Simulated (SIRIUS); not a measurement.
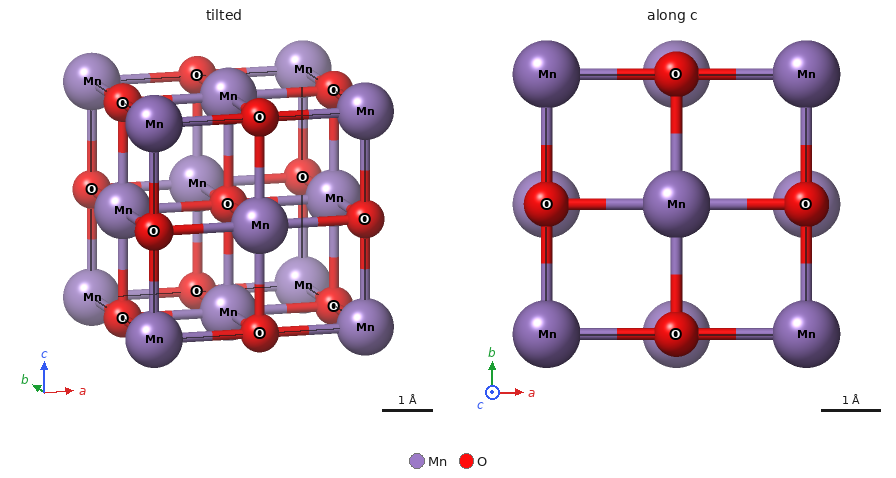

MnO, rock salt (NaCl type), space group Fm-3m (No. 225), a = 4.448 Å, b = 4.448 Å, c = 4.448 Å, α = 90.00°, β = 90.00°, γ = 90.00°. View slightly off an axis and along the c axis, drawn as a ball-and-stick model. The edges of the conventional unit cell are marked. This one geometry was run with nine functionals. The cell is a structure listed in the Materials Project.

Alike in all runs: SIRIUS 7.10.0; potentials PseudoDojo 0.4.1 PBE standard (scalar relativistic); cutoff 1307 eV; k mesh 7 × 7 × 7 on the run's cell of 2 atoms; occupations fermi-dirac, width 0.05 eV; collinear spin, ferromagnetic start; no spin-orbit coupling. All runs are metallic.

```tsv
level	pressure (GPa)	moment (μB/atom)
PBEsol	-8.2	2.36
HTBS	-1.5	2.44
LDA	-16.6	2.29
BLYP	3.8	2.36
AM05	-8.4	2.35
PBE	0.3	2.41
xPBE	3.7	2.43
RPBE	6.4	2.44
revPBE	?	?
```

Fill in the row of revPBE.

Pressure 4.9 GPa; moment 2.44 μB/atom. That is between BLYP and RPBE in pressure.

Order the levels by the equilibrium volume that these pressures point to, smallest first.

LDA (-16.6 GPa), AM05 (-8.4 GPa), PBEsol (-8.2 GPa), HTBS (-1.5 GPa), PBE (0.3 GPa), xPBE (3.7 GPa), BLYP (3.8 GPa), revPBE (4.9 GPa), RPBE (6.4 GPa). A higher pressure at one volume points to a larger equilibrium volume, as long as the bulk moduli are alike; rows a few tenths of a GPa apart can't be told apart.

Caveat: semilocal functionals without U can turn such compounds, often antiferromagnetic insulators, into metals; a cell with one magnetic atom can't hold antiferromagnetic order, which such compounds often take; rows whose functional differs from that of their potentials carry a shift in pressure and volume, which can reorder them.
